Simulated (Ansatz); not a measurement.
HfO₂

Input file:

```
crystal:
  lattice:
    - [3.55801933, 0.0, 0.0]
    - [0.0, 3.55801933, 0.0]
    - [0.0, 0.0, 5.17186121]
  atoms:
    - { symbol: Hf, position: [0.0, 0.0, 0.0] }
    - { symbol: Hf, position: [0.5, 0.5, 0.5] }
    - { symbol: O, position: [0.0, 0.5, 0.19720788] }
    - { symbol: O, position: [0.5, 0.0, 0.30279212] }
    - { symbol: O, position: [0.5, 0.0, 0.80279212] }
    - { symbol: O, position: [0.0, 0.5, 0.69720788] }
hamiltonian:
  xc: pbe0
  pseudopotentials: { kind: paw }
kpoints:
  mp_grid: { grid: [6, 6, 4] }
  band_path:
    path:
      - [[0.0, 0.0, 0.0], [0.0, 0.5, 0.0], [0.5, 0.5, 0.0], [0.0, 0.0, 0.0], [0.0, 0.0, 0.5], [0.0, 0.5, 0.5], [0.5, 0.5, 0.5], [0.0, 0.0, 0.5]]
      - [[0.0, 0.5, 0.0], [0.0, 0.5, 0.5]]
      - [[0.5, 0.5, 0.0], [0.5, 0.5, 0.5]]
    npoints: 4
scf:
  occupations: { method: fermi_dirac, width: 0.05 }
  n_extra_bands: 15
output:
  forces: true
  stress: true
  eigenvalues: true
  fatbands: false
  write_density: true
  write_potential: true
  elf: true
  volumetric_format: npy
```

Below, planes, directions and counts refer to the conventional cell (a = 3.56 Å, b = 3.56 Å, c = 5.17 Å, α = 90.00°, β = 90.00°, γ = 90.00°).

Space group P4₂/nmc; a structure from a database of computed crystals, not necessarily the ambient phase; computed pressure about 4 GPa in this cell.

Computed with Kohn-Sham DFT of a periodic cell, PBE0, Ansatz PAW in Ansatz 0.2.0.

> What can the converged valence pseudo-density and electron localisation function tell about the bonding?

Hf–O (2.05 Å): ρ is about 0.84 e/Å³ halfway; the ELF peaks at about 0.85 in the valence shell of O, 0.6 Å from its nucleus, and drops to about 0.20 between the two atoms; no localised pair shows between them.
Hf–O (2.37 Å): ρ is about 0.35 e/Å³ halfway; the ELF peaks at about 0.85 in the valence shell of O, 0.6 Å from its nucleus, and drops to about 0.10 between the two atoms; no shared electron pair shows on this line.

> Does the calculation give a band gap?

It is gapped, with a Kohn–Sham gap of 7.2 eV on the k-point mesh, an upper bound to the gap of this method.

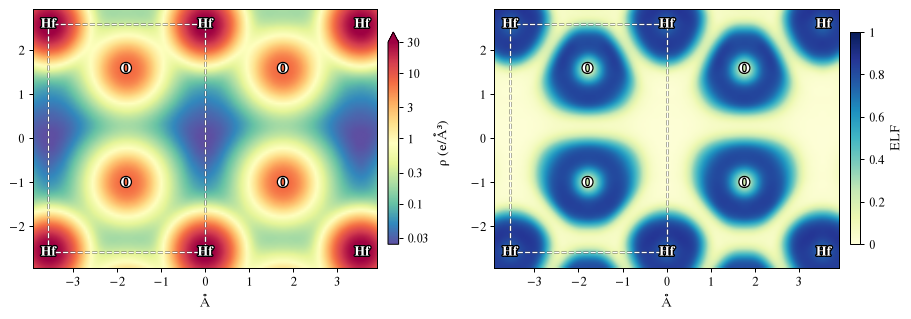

Computed valence pseudo-density and electron localisation function on the (100) plane of the conventional cell, in this order. 

Core electrons are frozen (PAW), and the valence fields are smoothed inside the atomic spheres.
